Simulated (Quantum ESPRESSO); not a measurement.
## Energy of BaTiO3 along an even scaling of the cell

System: BaTiO3 (P4mm, 5 atoms in the cell).
Method: Kohn-Sham DFT of a periodic cell, LDA, GBRV 1.5 LDA, no spin polarisation (Quantum ESPRESSO 7.5).

The 7 runs differ only in the geometry, by an even scaling of the cell at fixed fractional positions. The structure derives from an entry of the Crystallography Open Database.

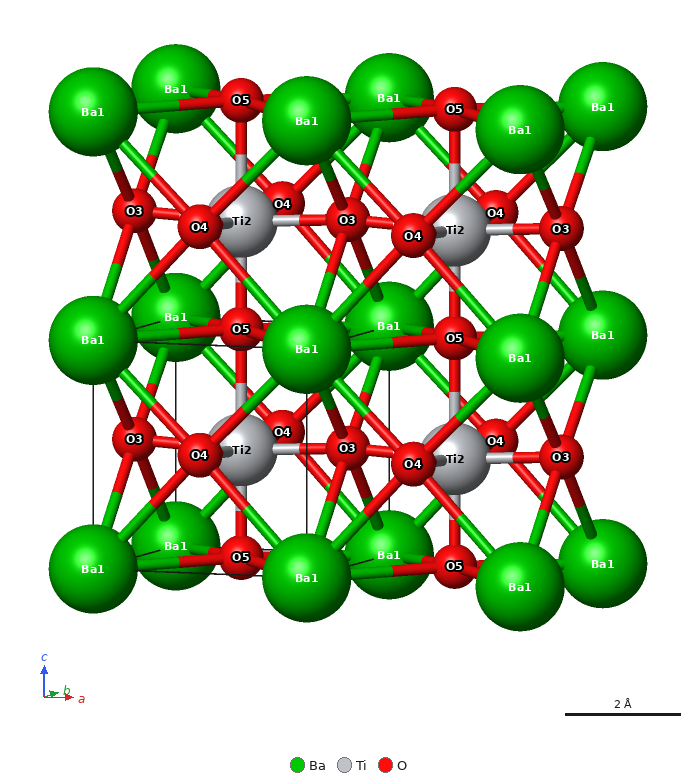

Figure 1. The structure of run 4 (ball-and-stick view of the cell of the calculation, repeated 2 × 1 × 2, seen slightly off an axis; atoms are numbered from 1 in the order of the input).

## Input of run 4
```
&CONTROL
  calculation = 'scf'
  prefix = 'pwscf'
  outdir = './tmp'
  pseudo_dir = './pseudo'
  tprnfor = .true.
  tstress = .true.
  disk_io = 'low'
/
&SYSTEM
  ibrav = 0
  nat = 5
  ntyp = 3
  ecutwfc = 45
  ecutrho = 360
  nbnd = 28
  occupations = 'smearing'
  smearing = 'fd'
  degauss = 0.00367493
/
&ELECTRONS
  conv_thr = 1d-09
  electron_maxstep = 120
  mixing_beta = 0.5
/
ATOMIC_SPECIES
Ba   137.3270 ba_lda_v1.uspp.F.UPF
Ti    47.8670 ti_lda_v1.4.uspp.F.UPF
O     15.9990 o_lda_v1.2.uspp.F.UPF
CELL_PARAMETERS angstrom
   3.9998000000    0.0000000000    0.0000000000
   0.0000000000    3.9998000000    0.0000000000
   0.0000000000    0.0000000000    4.0180000000
ATOMIC_POSITIONS angstrom
Ba     0.0000000000    0.0000000000    0.0000000000
Ti     1.9999000000    1.9999000000    1.9688200000
O      0.0000000000    1.9999000000    2.0773060000
O      1.9999000000    0.0000000000    2.0773060000
O      1.9999000000    1.9999000000    0.0763420000
K_POINTS automatic
7 7 7 0 0 0
```

## File bands.in of run 4
```
&CONTROL
  calculation = 'bands'
  prefix = 'pwscf'
  outdir = './tmp'
  pseudo_dir = './pseudo'
  disk_io = 'low'
  verbosity = 'high'
/
&SYSTEM
  ibrav = 0
  nat = 5
  ntyp = 3
  ecutwfc = 45
  ecutrho = 360
  nbnd = 28
  occupations = 'smearing'
  smearing = 'fd'
  degauss = 0.00367493
/
&ELECTRONS
  conv_thr = 1d-08
  electron_maxstep = 120
  mixing_beta = 0.5
  diago_full_acc = .true.
/
ATOMIC_SPECIES
Ba   137.3270 ba_lda_v1.uspp.F.UPF
Ti    47.8670 ti_lda_v1.4.uspp.F.UPF
O     15.9990 o_lda_v1.2.uspp.F.UPF
CELL_PARAMETERS angstrom
   3.9998000000    0.0000000000    0.0000000000
   0.0000000000    3.9998000000    0.0000000000
   0.0000000000    0.0000000000    4.0180000000
ATOMIC_POSITIONS angstrom
Ba     0.0000000000    0.0000000000    0.0000000000
Ti     1.9999000000    1.9999000000    1.9688200000
O      0.0000000000    1.9999000000    2.0773060000
O      1.9999000000    0.0000000000    2.0773060000
O      1.9999000000    1.9999000000    0.0763420000
K_POINTS crystal
60
 0.0000000000  0.0000000000  0.0000000000 1
 0.0000000000  0.1000000000  0.0000000000 1
 0.0000000000  0.2000000000  0.0000000000 1
 0.0000000000  0.3000000000  0.0000000000 1
 0.0000000000  0.4000000000  0.0000000000 1
 0.0000000000  0.5000000000  0.0000000000 1
 0.1000000000  0.5000000000  0.0000000000 1
 0.2000000000  0.5000000000  0.0000000000 1
 0.3000000000  0.5000000000  0.0000000000 1
 0.4000000000  0.5000000000  0.0000000000 1
 0.5000000000  0.5000000000  0.0000000000 1
 0.4375000000  0.4375000000  0.0000000000 1
 0.3750000000  0.3750000000  0.0000000000 1
 0.3125000000  0.3125000000  0.0000000000 1
 0.2500000000  0.2500000000  0.0000000000 1
 0.1875000000  0.1875000000  0.0000000000 1
 0.1250000000  0.1250000000  0.0000000000 1
 0.0625000000  0.0625000000  0.0000000000 1
 0.0000000000  0.0000000000  0.0000000000 1
 0.0000000000  0.0000000000  0.0833333333 1
 0.0000000000  0.0000000000  0.1666666667 1
 0.0000000000  0.0000000000  0.2500000000 1
 0.0000000000  0.0000000000  0.3333333333 1
 0.0000000000  0.0000000000  0.4166666667 1
 0.0000000000  0.0000000000  0.5000000000 1
 0.0000000000  0.0833333333  0.5000000000 1
 0.0000000000  0.1666666667  0.5000000000 1
 0.0000000000  0.2500000000  0.5000000000 1
 0.0000000000  0.3333333333  0.5000000000 1
 0.0000000000  0.4166666667  0.5000000000 1
 0.0000000000  0.5000000000  0.5000000000 1
 0.0833333333  0.5000000000  0.5000000000 1
 0.1666666667  0.5000000000  0.5000000000 1
 0.2500000000  0.5000000000  0.5000000000 1
 0.3333333333  0.5000000000  0.5000000000 1
 0.4166666667  0.5000000000  0.5000000000 1
 0.5000000000  0.5000000000  0.5000000000 1
 0.4444444444  0.4444444444  0.5000000000 1
 0.3888888889  0.3888888889  0.5000000000 1
 0.3333333333  0.3333333333  0.5000000000 1
 0.2777777778  0.2777777778  0.5000000000 1
 0.2222222222  0.2222222222  0.5000000000 1
 0.1666666667  0.1666666667  0.5000000000 1
 0.1111111111  0.1111111111  0.5000000000 1
 0.0555555556  0.0555555556  0.5000000000 1
 0.0000000000  0.0000000000  0.5000000000 1
 0.0000000000  0.5000000000  0.0000000000 1
 0.0000000000  0.5000000000  0.0833333333 1
 0.0000000000  0.5000000000  0.1666666667 1
 0.0000000000  0.5000000000  0.2500000000 1
 0.0000000000  0.5000000000  0.3333333333 1
 0.0000000000  0.5000000000  0.4166666667 1
 0.0000000000  0.5000000000  0.5000000000 1
 0.5000000000  0.5000000000  0.0000000000 1
 0.5000000000  0.5000000000  0.0833333333 1
 0.5000000000  0.5000000000  0.1666666667 1
 0.5000000000  0.5000000000  0.2500000000 1
 0.5000000000  0.5000000000  0.3333333333 1
 0.5000000000  0.5000000000  0.4166666667 1
 0.5000000000  0.5000000000  0.5000000000 1
```

Command:
```bash
OMP_NUM_THREADS=1 mpirun -n 2 pw.x -nk 2 -in pw.in > pw.out
OMP_NUM_THREADS=1 mpirun -n 2 pw.x -nk 2 -in bands.in > bands.out
```

Run 3 has the same physical settings and fractional positions; its lattice vectors (Å) are:
```
   3.972955    0.000000    0.000000
   0.000000    3.972955    0.000000
   0.000000    0.000000    3.991033
```

## Results, with one run withheld

```csv
run,volume per atom (Å³),"free energy per atom, from the lowest run given (meV)",pressure (GPa),gap on the mesh (eV)
1,12.085,3.35,4.10,1.96
2,12.342,0.00,−0.16,1.92
3,12.599,?,?,?
4,12.856,11.99,−7.34,1.83
5,13.113,26.02,−10.36,1.79
6,13.371,44.63,−13.05,1.75
7,13.628,67.33,−15.44,1.71
```

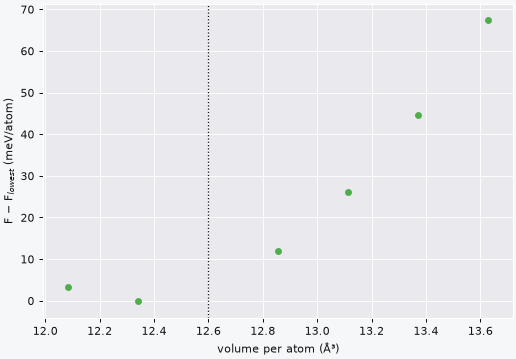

Figure 2. Free energy per atom of the runs given; the dotted line marks run 3.

Fit the runs given and predict run 3.

A cubic polynomial in V^(−2/3) (the Birch–Murnaghan form), fitted to the 6 runs given, misses them by at most 0.02 meV per atom. With x = V^(−2/3) − 0.18199 Å⁻², it reads F = 13.111 − 4965.3 x + 4.6663e+05 x² + 6.8874e+05 x³ (meV per atom). At run 3 it gives 3.12 meV per atom, and the run itself gives 3.10. The slope of the fit gives a pressure −dF/dV of −3.81 GPa there, and the run prints −3.96 GPa. The two needn't agree exactly: the fit is approximate, and the printed stress is taken on a finite basis. The fit has its minimum at 12.342 Å³ per atom, where V d²F/dV² gives 193 GPa. Cell shape and fractional positions are held, so this is the stiffness under even scaling; the relaxed bulk modulus wasn't computed. The gap on the mesh goes, without turning, from 1.96 eV in run 1 to 1.71 eV in run 7; run 3 has 1.88 eV. These are gaps of this functional on this mesh, which can miss the band edges; they aren't the measured gap.

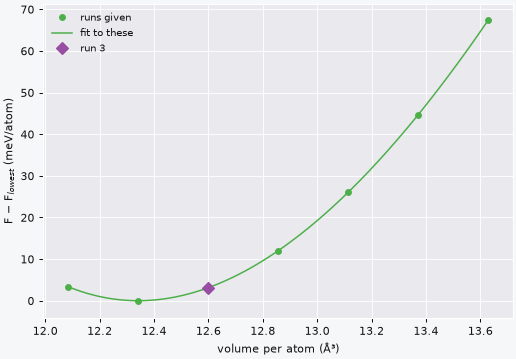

Figure 3. The fit and the withheld run.

## Some lines of the output (run 3)
```
[...]
     total energy              =    -286.91015147 Ry
     total energy              =    -286.72087554 Ry
     total energy              =    -287.20687507 Ry
     total energy              =    -287.20348194 Ry
     total energy              =    -287.20790730 Ry
     total energy              =    -287.20801117 Ry
     total energy              =    -287.20802715 Ry
     total energy              =    -287.20802959 Ry
     total energy              =    -287.20802973 Ry
     the Fermi energy is    11.1974 ev
!    total energy              =    -287.20802973 Ry
     The total energy is F=E-TS. E is the sum of the following terms:
     Computing stress (Cartesian axis) and pressure
          total   stress  (Ry/bohr**3)                   (kbar)     P=      -39.59
```

Notes on the run: negative rho.
